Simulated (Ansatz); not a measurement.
Input structure:

```xyz
4
Lattice="3.9603 0.0000 0.0000 -1.9801 3.4297 0.0000 0.0000 0.0000 6.5486" Properties=species:S:1:pos:R:3 pbc="T T T"
Ge    1.9801    1.1432    0.4133
Ge    0.0000    2.2865    3.6876
Ge    1.9801    1.1432    2.8611
Ge    0.0000    2.2865    6.1354
```

**Describe what this structure looks like.**

The element is germanium. The atoms follow space group P6_3/mmc (No. 194); the Bravais lattice is primitive hexagonal. The arrangement is known as hexagonal diamond (lonsdaleite type). The cell holds four atoms. Ge is linked to four Ge in a tetrahedral arrangement at 2.43 to 2.45 Å. The bonds build a three-dimensional framework.

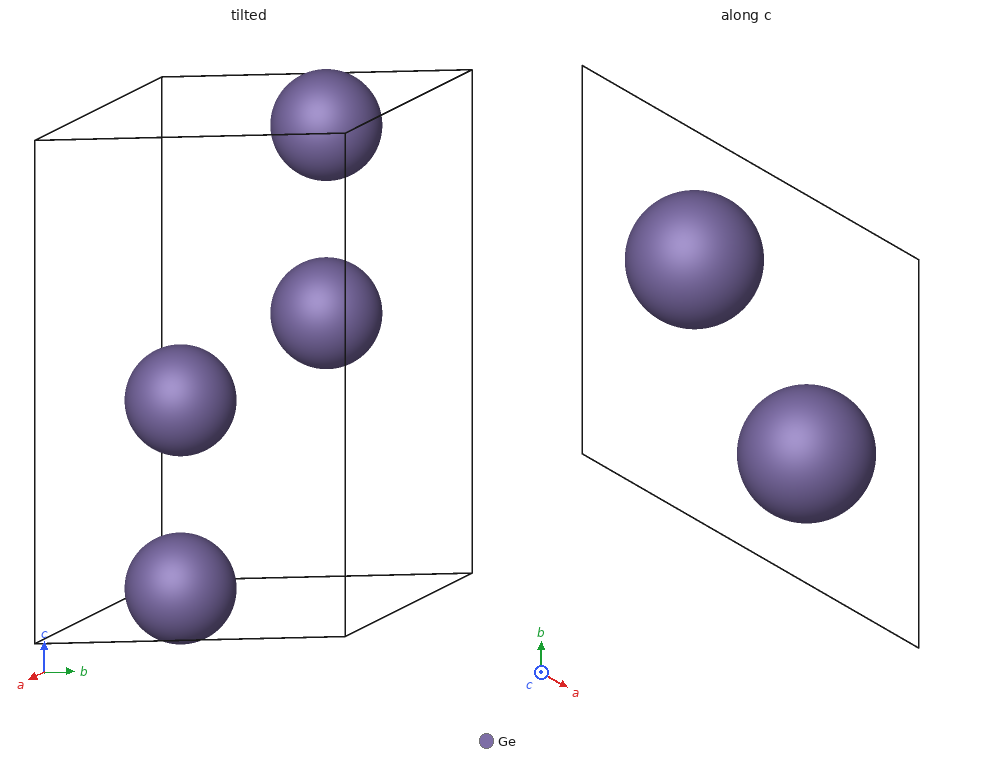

Crystal structure, spheres-only style, seen slightly off an axis and along the c axis. The conventional unit cell is outlined; an atom on or near a face, edge or corner is repeated at each equivalent position. Colours: germanium purple.

The model was built from a structure listed in the Materials Project. Earlier steps of the study may have refined or changed the cell and positions. A calculation with Ansatz used it as input.
